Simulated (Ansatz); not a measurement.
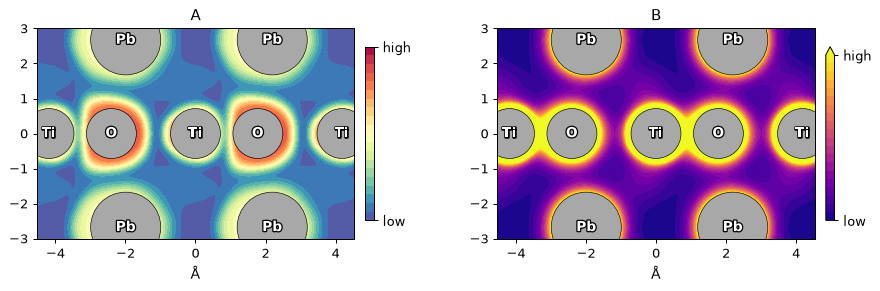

TiPbO$_{3}$: 2 fields on the (110) plane of the conventional cell, with unlabelled colour scales. Grey discs cover the atomic cores.

Space group P4mm; a structure from a database of computed crystals, not necessarily the ambient phase; changed on purpose from its base cell (equal strain along all axes, cell held, atoms relaxed: -2.0 %); computed pressure about 8 GPa in this cell; computed without spin polarisation.

Level of theory: DFT PBEsol, scalar-relativistic, plane waves, PAW in Ansatz.

Match the panels to the quantities (electron localisation function and valence pseudo-density).

Panel A: electron localisation function. Panel B: valence pseudo-density. From the grid: Ti–O (1.78 Å): ρ at the midpoint is about 1.1 e/Å³; the ELF peaks at about 0.80 in the valence shell of O, 0.5 Å from its nucleus, and is about 0.30 at the midpoint: no shared electron pair shows on this line. Pb–O (2.71 Å): the density is about 0.22 e/Å³ at the midpoint; the ELF is about 0.15 at the midpoint; no shared electron pair shows on this line.
